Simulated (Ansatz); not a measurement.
SrO

Input file:

```
crystal:
  lattice:
    - [0.0, 2.5663, 2.5663]
    - [2.5663, 0.0, 2.5663]
    - [2.5663, 2.5663, 0.0]
  atoms:
    - { symbol: Sr, position: [0.5, 0.5, 0.5] }
    - { symbol: O, position: [0.0, 0.0, 0.0] }
kpoints:
  mp_grid: { grid: [14, 14, 14] }
scf:
  occupations: { method: fermi_dirac, width: 0.1 }
hamiltonian:
  xc: r2scan
  pseudopotentials: { kind: paw }
relax:
  f_tol: 0.002
  max_steps: 80
  cell: {}
output:
  forces: true
  stress: true
  write_density: true
  write_potential: true
  elf: true
  volumetric_format: npy
```

Launched as:

```sh
ansatz run input.yaml --threads 1 --pin off --max-ram 2560MiB --backend cpu --events-out ev --progress --plain --runs-dir out
```

Below, planes, directions and counts refer to the conventional cell (a = 5.16 Å, b = 5.16 Å, c = 5.16 Å, α = 90.00°, β = 90.00°, γ = 90.00°).

The fields are those of the relaxed geometry.

Space group Fm-3m.

Method: Ansatz 0.2.0, DFT, r2SCAN, PAW with Ansatz's default frozen-core files, scalar-relativistic; relaxation of cell and atoms.

What can the converged valence pseudo-density and electron localisation function tell about the bonding?

Sr–O (2.58 Å): ρ at the midpoint is about 0.23 e/Å³; the ELF is about 0.10 at the midpoint (a largely ionic contact).

Metal or insulator at this level of theory?

It is gapped, with a Kohn–Sham gap of 3.8 eV on the k-point mesh, an upper bound to the gap of this method.

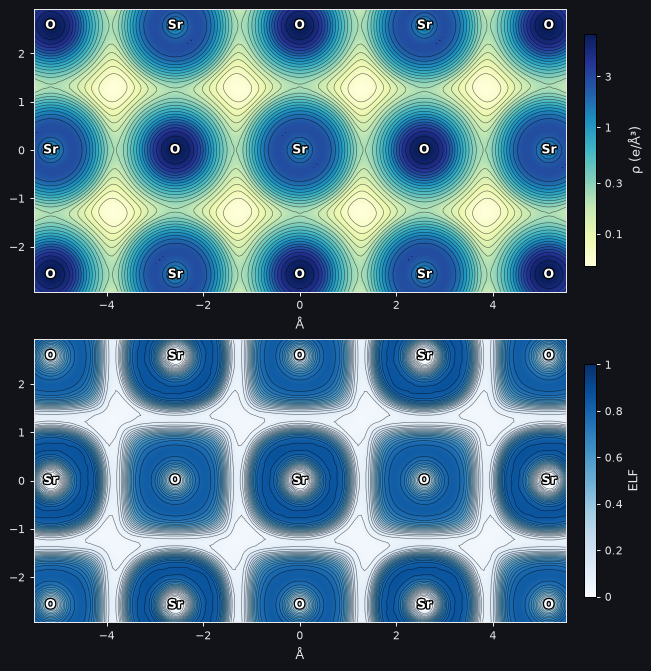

Computed valence pseudo-density and electron localisation function on the (100) plane of the conventional cell, in this order. 

Core electrons are frozen (PAW), and the valence fields are smoothed inside the atomic spheres.
